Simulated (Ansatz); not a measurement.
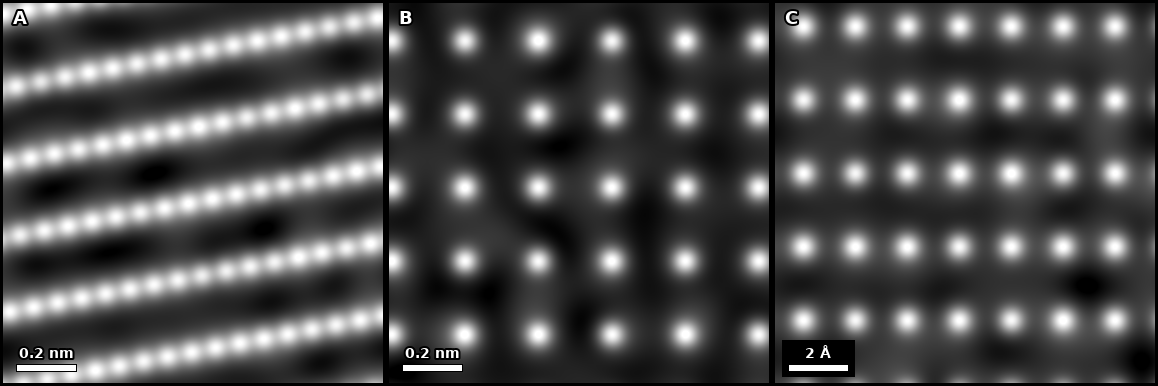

Three views of Hf (Im-3m, No. 229) along different zone axes. Simulated as the projected potential of neutral atoms (B = 0.5 Å²) blurred by a 0.50 Å probe, the thin-sample limit of integrated differential phase contrast. The display is stretched by a gamma of 0.8; percentages refer to the linear signal. The speckle of an amorphous layer was added. Model: the input geometry of a calculation; the starting structure was generated, so it need not be a known form of this composition.

```
CELL_PARAMETERS angstrom
3.55410 0.00000 0.00000
0.00000 3.55410 0.00000
0.00000 0.00000 3.55410
ATOMIC_POSITIONS crystal
Hf 0.00000 0.00000 0.00000
Hf 0.50000 0.50000 0.50000
```

Question: Match the panels to the zone axes [001], [110] and [221].

Answer: A is [221]: projected cell 0.84 × 2.51 Å, 90°, plane group p2mm. B is [001]: projected cell 2.51 × 2.51 Å, 90°, plane group p4mm. C is [110]: projected cell 1.78 × 2.51 Å, 90°, plane group p2mm.
